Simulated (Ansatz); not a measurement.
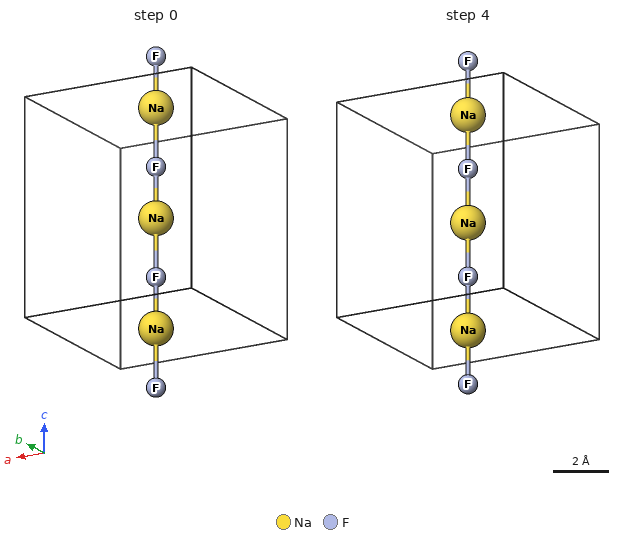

The structure of a wire of composition NaF before (left) and after (right) a relaxation, at one scale.

The picture is a ball-and-stick view of the 2 repeat of the cell, with the vacuum cut short, seen from a free direction.

Case: dimerised chain of atoms.

Level of theory: DFT PBE, scalar-relativistic, plane waves, PAW (Ansatz).

Input file:
```yaml
crystal:
  lattice:
    - [9.0, 0.0, 0.0]
    - [0.0, 9.3, 0.0]
    - [0.0, 0.0, 4.2295389033]
  atoms:
    - { symbol: Na, position: [0.5, 0.5, 0.0], spin: 0.5 }
    - { symbol: F, position: [0.5, 0.5, 0.465], spin: 0.5 }
basis:
  ecutwfc: 420
kpoints:
  mp_grid: { grid: [1, 1, 15] }
hamiltonian:
  xc: pbe
scf:
  occupations: { method: gaussian, width: 0.05 }
output:
  forces: true
  stress: true
  eigenvalues: true
  populations: true
  write_density: true
  write_potential: true
  elf: true
  volumetric_format: npy
magnetization:
  spin_polarized: true
relax:
  adjacent_minimum: "off"
  f_tol: 0.01
  max_steps: 45
  cell: { fix: [a, b, alpha, beta, gamma], stress_tol: 0.03 }
```

Command:
```bash
ansatz run input.yaml --threads 2 --pin off --max-ram 5120MiB --backend cpu --events-out ev --progress --plain --runs-dir out
```

### Summarise the run.

The largest moves relative to the layer's centre, 0.072 Å, are those of Na1 and F2. Largest moves by element: F 0.072 Å, Na 0.072 Å. Along the periodic axis the drawn cell goes c 8.459 → 8.253 Å (−2.4 %). Some distances before and after: Na1–F2 2.263 → 2.064 Å, Na1–F2 (another image) 1.967 → 2.063 Å. Over 3 accepted moves (4 points after the start) the energy falls by 0.102 eV per cell of the calculation. Largest force component: 1.2 eV/Å at the start, 0.0024 eV/Å at the end. The SCF was repeated once at an unchanged geometry on a basis and grid sized afresh for the cell, which shifted the energy by 1.4 meV per cell of the calculation at most. The program noted that the starting moments weren't kept.
